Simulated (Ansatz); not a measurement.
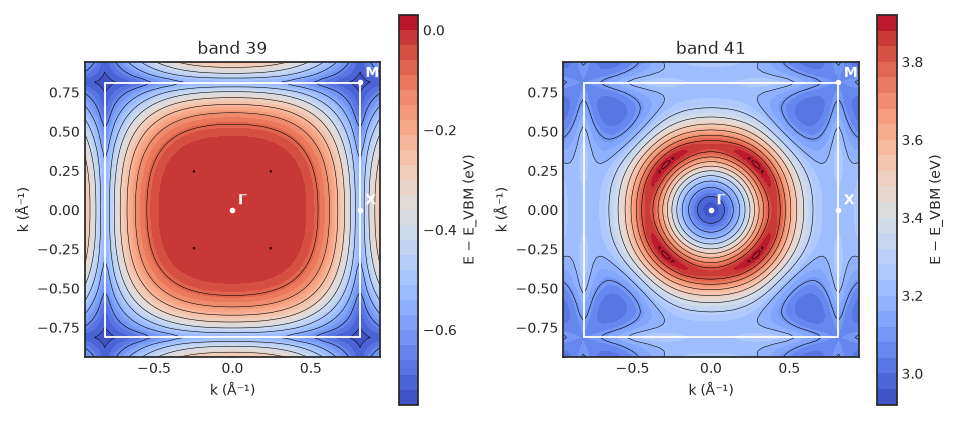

Two bands of a single layer of SnO (space group of the slab cell P4/nmm) over the plane of the sheet: the highest mostly filled and the lowest mostly empty one.

The calculation used Ansatz 0.2.0, DFT PBE, spin-orbit coupling, plane waves, PAW; levels and slopes on a dense k mesh at the converged density. Non-magnetic. With an inversion centre and no moment every band is doubly degenerate; a pair is shown and named once. The levels come from a k mesh of 34×34×1 points. The geometry was not relaxed. The cell comes from a database of computed structures, not from a measurement.

**Give both levels and their distance at the named points.**

| point | lower band (eV) | upper band (eV) | distance (eV) |
| --- | --- | --- | --- |
| Γ | −0.03 | 2.94 | 2.96 |
| M | −0.72 | 3.08 | 3.81 |
| X | −0.54 | 3.23 | 3.77 |

**Where are the band edges of the whole zone?**

The valence band has four equivalent maxima on the M–Γ line, nearly flat in one direction, with mass 4.77 mₑ across; the conduction band has one minimum at Γ, mass 0.47 mₑ in all directions. The gap is indirect, 2.94 eV at this level of theory, which underestimates gaps and can reorder valleys that lie close. It is nearly direct: the smallest vertical gap, at Γ, is only 2.96 eV, so the kind of gap isn't settled at this level.
